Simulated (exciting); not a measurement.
# Energy of SiC along an even scaling of the cell

System: SiC (F-43m, 2 atoms in the cell).
Method: Kohn-Sham DFT of a periodic cell, PBE, all-electron LAPW+lo, shipped species files, no spin polarisation (exciting sodium).

The 7 runs differ only in the geometry, by an even scaling of the cell at fixed fractional positions. The structure derives from an entry of the Crystallography Open Database.

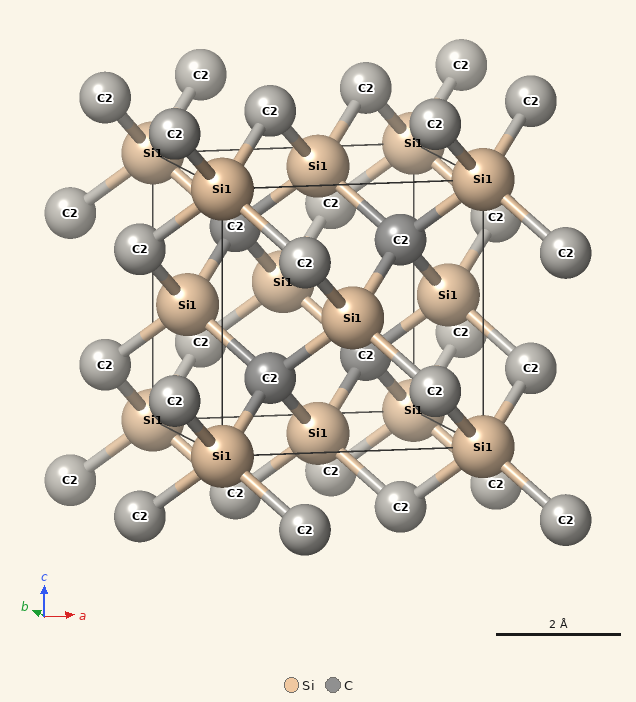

Figure 1. The structure of run 4 (ball-and-stick view of the cell 4 times as large as that of the calculation, set on its symmetry axes, seen slightly off an axis; neighbours outside the cell are drawn fainter; atoms are numbered from 1 in the order of the input).

### Input of run 4
```
<input>
  <title>SiC</title>
  <structure speciespath="./" tshift="false">
    <crystal scale="1">
      <basevect>0.000000000000 4.117713225560 4.117713225560</basevect>
      <basevect>4.117713225560 0.000000000000 4.117713225560</basevect>
      <basevect>4.117713225560 4.117713225560 0.000000000000</basevect>
    </crystal>
    <species speciesfile="Si.xml" rmt="1.96">
      <atom coord="0.000000000000 0.000000000000 0.000000000000"/>
    </species>
    <species speciesfile="C.xml" rmt="1.42">
      <atom coord="0.750000000000 0.750000000000 0.750000000000"/>
    </species>
  </structure>
  <groundstate do="fromscratch" ngridk="10 10 10" rgkmax="7.5" gmaxvr="14" lmaxapw="10" lmaxmat="10" lmaxvr="8" xctype="GGA_PBE" stype="Fermi Dirac" swidth="0.00183747" nempty="10" ValenceRelativity="iora*" epsengy="1e-05" epspot="1e-05" maxscl="60" tforce="true" outputlevel="normal"/>
</input>
```

Command:
```bash
OMP_NUM_THREADS=1 exciting_smp
```

Lattice vectors (Å) and fractional positions of run 4:
```
   0.000000    2.179000    2.179000
   2.179000    0.000000    2.179000
   2.179000    2.179000    0.000000
Si  0.000000  0.000000  0.000000
C   0.750000  0.750000  0.750000
```

Run 3 has the same physical settings and fractional positions; its lattice vectors (Å) are:
```
   0.000000    2.164375    2.164375
   2.164375    0.000000    2.164375
   2.164375    2.164375    0.000000
```

### Results, with one run withheld

| run | volume per atom (Å³) | free energy per atom, from the lowest run given (meV) | gap on the mesh (eV) |
| --- | --- | --- | --- |
| 1 | 9.725 | 43.79 | 1.30 |
| 2 | 9.932 | 22.86 | 1.32 |
| 3 | 10.139 | ? | ? |
| 4 | 10.346 | 1.59 | 1.36 |
| 5 | 10.553 | 0.00 | 1.38 |
| 6 | 10.760 | 3.71 | 1.39 |
| 7 | 10.967 | 12.21 | 1.41 |

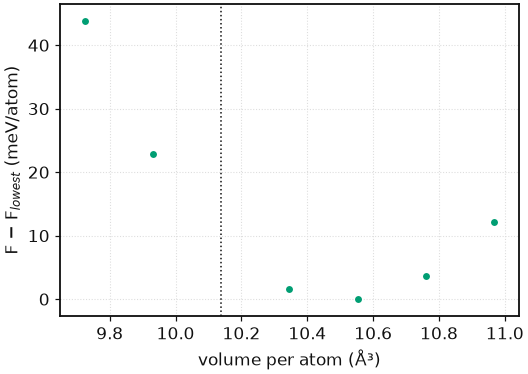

Figure 2. Free energy per atom of the runs given; the dotted line marks run 3.

Estimate the energy of run 3 from the others.

A cubic polynomial in V^(−2/3) (the Birch–Murnaghan form), fitted to the 6 runs given, misses them by at most 0.01 meV per atom. With x = V^(−2/3) − 0.21036 Å⁻², it reads F = 1.218 + 1387.9 x + 3.598e+05 x² − 77448 x³ (meV per atom). At run 3 it gives 9.01 meV per atom, and the run itself gives 9.01. The fit has its minimum at 10.509 Å³ per atom, where V d²F/dV² gives 212 GPa: the bulk modulus at this level, since symmetry fixes the shape and the positions. The gap on the mesh goes, without turning, from 1.30 eV in run 1 to 1.41 eV in run 7; run 3 has 1.34 eV. These are gaps of this functional on this mesh, which can miss the band edges; they aren't the measured gap.

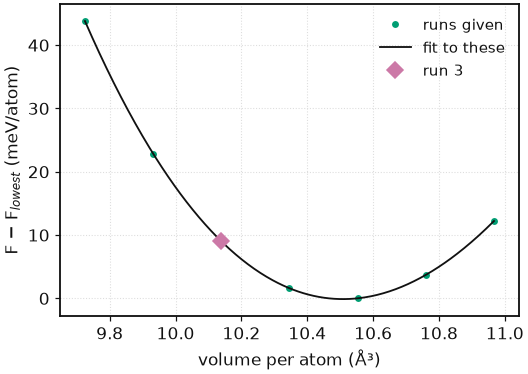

Figure 3. The fit and the withheld run.

### Some lines of the output (run 3)
```
[...]
 Fermi energy                               :         0.33633488
 Estimated fundamental gap                  :         0.04923091
 Absolute change in total energy   (target) :  0.331031E-03  ( 0.100000E-04)
 Total energy                               :      -328.15395116
 Fermi energy                               :         0.33633517
 Estimated fundamental gap                  :         0.04923041
 Absolute change in total energy   (target) :  0.168794E-04  ( 0.100000E-04)
 Total energy                               :      -328.15394952
 Estimated fundamental gap                  :         0.04923039
 Absolute change in total energy   (target) :  0.163367E-05  ( 0.100000E-04)
 Total energy                               :      -328.15394974
 Estimated fundamental gap                  :         0.04923040
 Absolute change in total energy   (target) :  0.211683E-06  ( 0.100000E-04)
 Total energy                               :      -328.15394977
```
